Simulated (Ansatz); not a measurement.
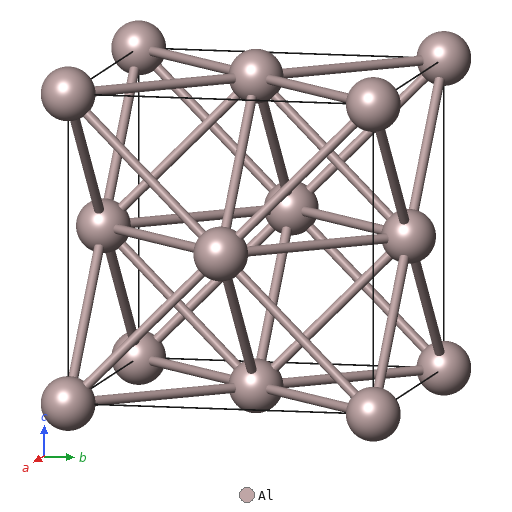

System: Al, space group Fm-3m (No. 225). The picture shows the conventional cell.

Starting cell:
```cif
data_structure
_symmetry_space_group_name_H-M 'P 1'
_symmetry_Int_Tables_number 1
_cell_length_a 2.8623
_cell_length_b 2.8623
_cell_length_c 2.8623
_cell_angle_alpha 60.000
_cell_angle_beta 60.000
_cell_angle_gamma 60.000
_cell_volume 16.58
loop_
_atom_site_label
_atom_site_type_symbol
_atom_site_fract_x
_atom_site_fract_y
_atom_site_fract_z
_atom_site_occupancy
Al1 Al 0.00000 0.00000 0.00000 1
```

How it was computed, with Ansatz 0.2.0: periodic Kohn-Sham DFT of a crystal at fixed atoms, scaled to the stated factor times the given cell; pressure positive in compression, energy less spherical unpolarised free atoms. Level: PBE.

method all-electron LAPW; relativity scalar; k mesh 14×14×14; occupations Fermi–Dirac; smearing width 0.05 eV; basis error target 1 (meV/atom); nucleus Gaussian.

V(given) is 16.58 Å³/atom.

What does the calculation give for the energy less free atoms and pressure against V/V(given)? The V/V(given) takes the values 0.96, 0.98, 1.00, 1.02, 1.04.

A third-order Birch–Murnaghan fit gives V0 = 16.45 Å³/atom, B0 = 77.3 GPa and B′ = 3.8. The energy less free atoms is −3.7304 eV/atom at V/V(given) 0.96 and −3.7262 eV/atom at 1.04; the lowest computed point is at V/V(given) 1.00 (−3.7345 eV/atom). The pressure falls from 2.742 GPa at V/V(given) 0.96 to −3.264 GPa at 1.04, and changes sign near 0.99.

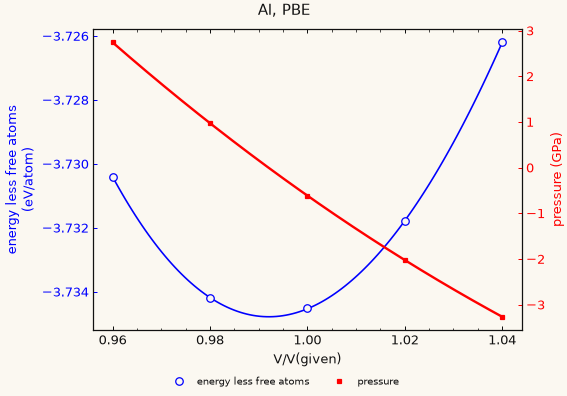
